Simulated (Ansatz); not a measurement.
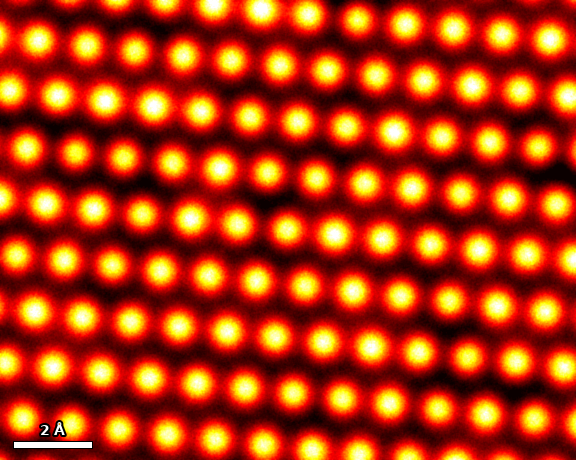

Z-contrast image of Pd (Fd-3m, No. 227). Simulation: incoherent imaging, intensity Z^1.7 per atom, probe width 0.77 Å, thin sample. The probe carries 15 % of its weight in a tail 2.5 times as wide. Shot noise and the speckle of an amorphous layer were added. Atomic positions: coordinates from a relaxation with DFT, LDA (PW92), plane waves (420 eV) with PAW, scalar-relativistic (Ansatz 0.2.0); the starting structure was generated, so it need not be a known form of this composition.

```cif
data_structure
_symmetry_space_group_name_H-M 'P 1'
_symmetry_Int_Tables_number 1
_cell_length_a 5.6183
_cell_length_b 5.6183
_cell_length_c 5.6183
_cell_angle_alpha 90.000
_cell_angle_beta 90.000
_cell_angle_gamma 90.000
_cell_volume 177.34
loop_
_atom_site_label
_atom_site_type_symbol
_atom_site_fract_x
_atom_site_fract_y
_atom_site_fract_z
_atom_site_occupancy
Pd1 Pd 0.75000 0.75000 0.75000 1
Pd2 Pd 0.00000 0.50000 0.00000 1
Pd3 Pd 0.75000 0.25000 0.25000 1
Pd4 Pd 0.00000 0.00000 0.50000 1
Pd5 Pd 0.25000 0.75000 0.25000 1
Pd6 Pd 0.50000 0.50000 0.50000 1
Pd7 Pd 0.25000 0.25000 0.75000 1
Pd8 Pd 0.50000 0.00000 0.00000 1
```

Question: Which beam direction gives this image, [111], [110], [001] or [210]? (Directions equivalent by symmetry count as one.)

Answer: [210]. The projected cells are 2.29 × 2.29 Å, 120° for [111]; 3.44 × 3.44 Å, 109° for [110]; 1.99 × 1.99 Å, 90° for [001]; 1.26 × 1.54 Å, 114° for [210], and the image repeats as the [210] one does.
